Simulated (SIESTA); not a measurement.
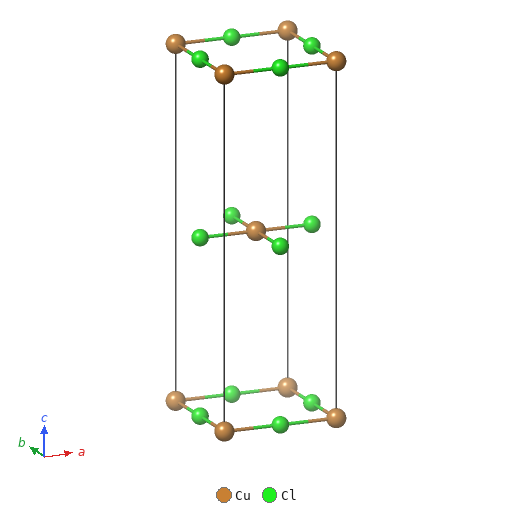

System: CuCl₂, space group I4/mmm (No. 139). The picture shows the conventional cell.

Starting cell:
```cif
data_structure
_symmetry_space_group_name_H-M 'P 1'
_symmetry_Int_Tables_number 1
_cell_length_a 7.5649
_cell_length_b 7.5649
_cell_length_c 7.5649
_cell_angle_alpha 145.317
_cell_angle_beta 145.317
_cell_angle_gamma 49.863
_cell_volume 139.51
loop_
_atom_site_label
_atom_site_type_symbol
_atom_site_fract_x
_atom_site_fract_y
_atom_site_fract_z
_atom_site_occupancy
Cu1 Cu 0.00000 0.00000 0.00000 1
Cl1 Cl 0.00000 0.50000 0.50000 1
Cl2 Cl 0.50000 0.00000 0.50000 1
```

How it was computed, with SIESTA 5.4.2: DFT in numerical atomic orbitals with pseudopotentials, no spin polarisation; energies at scaled volumes of the given cell, shape and fractions fixed, counted from the fit's minimum, third-order Birch-Murnaghan fit. Level: LDA.

```csv
setting,value
k mesh,8×8×8
occupations,Fermi–Dirac
smearing width,0.05 eV
potentials,"PseudoDojo 0.4 standard, converted to PSML, two zetas on semicore shells"
program settings,"basis DZP, mesh cutoff 800 Ry"
```

Describe the result: the energy and pressure against volume. The volume takes the values 43.71, 44.64, 45.57, 46.50, 47.43, 48.36, 49.29 Å³/atom.

A third-order Birch–Murnaghan fit gives V0 = 44.17 Å³/atom, B0 = 28.7 GPa and B′ = 5.0. The energy rises from 0.43 meV/atom at volume 43.71 Å³/atom to 42.75 meV/atom at 49.29 Å³/atom. The pressure falls from 0.31 GPa at volume 43.71 Å³/atom to −2.39 GPa at 49.29 Å³/atom, and changes sign near 44.19 Å³/atom.

| volume (Å³/atom) | energy (meV/atom) | pressure (GPa) |
| --- | --- | --- |
| 43.71 | 0.43 | 0.31 |
| 44.64 | 0.44 | −0.30 |
| 45.57 | 3.76 | −0.83 |
| 46.50 | 9.96 | −1.30 |
| 47.43 | 18.73 | −1.71 |
| 48.36 | 29.75 | −2.07 |
| 49.29 | 42.75 | −2.39 |

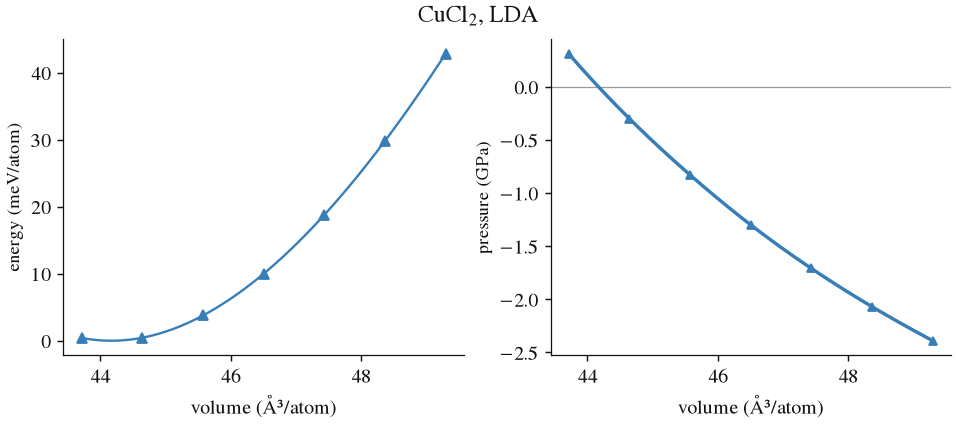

Limits of the calculation: mulliken charges of long orbitals; short basis over semicore shells; shape and atomic fractions are frozen while scaling, which makes layered, chain and framework solids too stiff.
